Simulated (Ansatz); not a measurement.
**TaN: density, localisation and related maps**

Input file:

```
crystal:
  lattice:
    - [3.66304048, 0.0, 0.0]
    - [0.0, 3.66304048, 0.0]
    - [0.0, 0.0, 4.56049398]
  atoms:
    - { symbol: Ta, position: [0.0, 0.5, 0.0] }
    - { symbol: Ta, position: [0.5, 0.0, 0.5] }
    - { symbol: "N", position: [0.0, 0.0, 0.25] }
    - { symbol: "N", position: [0.0, 0.0, 0.75] }
hamiltonian:
  xc: pbe
  pseudopotentials: { kind: paw, source: jth }
kpoints:
  mp_grid: { grid: [7, 7, 6] }
scf:
  occupations: { method: fermi_dirac, width: 0.05 }
output:
  forces: true
  stress: true
  eigenvalues: true
  write_density: true
  write_potential: true
  elf: true
  volumetric_format: npy
```

Launched as:

```sh
ansatz run input.yaml --threads 2 --pin off --max-ram 5632MiB --backend cpu --events-out ev --progress --plain --runs-dir out
```

Below, planes, directions and counts refer to the conventional cell (a = 3.66 Å, b = 3.66 Å, c = 4.56 Å, α = 90.00°, β = 90.00°, γ = 90.00°).

Space group P4₂/mmc; a generated structure, not necessarily the stable one; built by placing these elements on a known structure type; computed pressure about −20 GPa in this cell.

Level of theory: Ansatz 0.2.0, Kohn-Sham DFT of a periodic cell, PBE, JTH PAW.

Core electrons are frozen (PAW), and the valence fields are smoothed inside the atomic spheres.

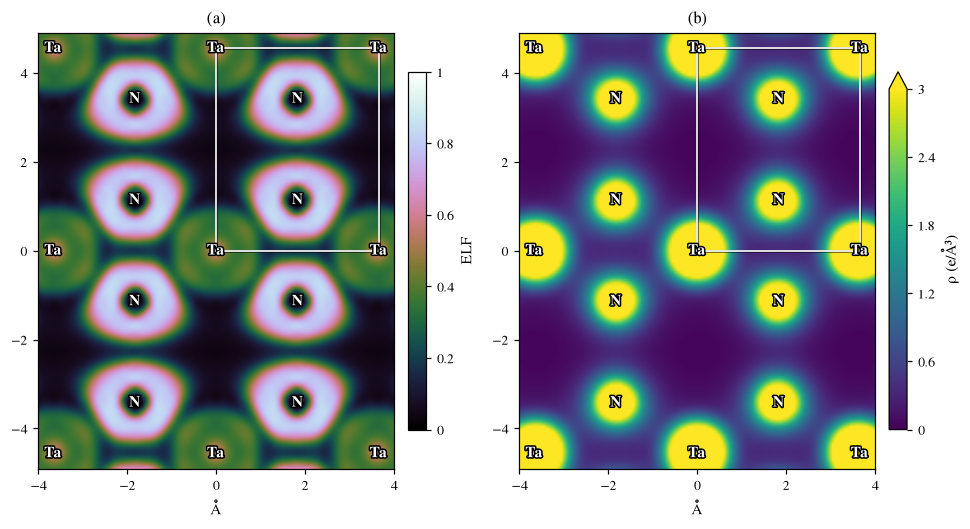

Figure 1. (a) electron localisation function; (b) valence charge density (pseudo) on the (100) plane of the conventional cell.

> Interpret the plot.

The section cuts through Ta and N sites.
Ta–N (2.16 Å): the density is about 0.65 e/Å³ at the midpoint; the ELF peaks at about 0.85 in the valence shell of N, 0.6 Å from its nucleus, and drops to about 0.30 between the two atoms.
Between the atoms the lowest density in this plane is 0.04 e/Å³.
The features right at Ta lie inside the PAW spheres, where the map follows smoothed inner orbitals and isn't to be read closely.

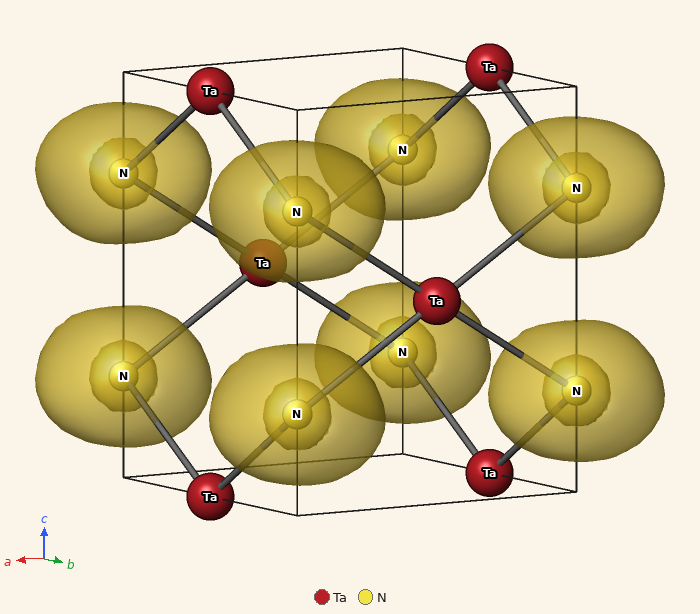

Figure 2. Isosurface of the ELF at 0.65 (yellow), seen at an oblique angle. Only the valence region is drawn (cores and ρ < 0.01 e/Å³ removed). Sticks mark near contacts.

> Where are the electrons localised?

At this value the surface marks out two regions wrapped around N (the valence shell of each), counted in one cell of 4 atoms. Regions shared between cells count once.

> Does the calculation give a band gap?

It is metallic or semimetallic at this level of theory: no gap opens; semilocal functionals without U, or without the true magnetic order, often close the gap of such compounds.
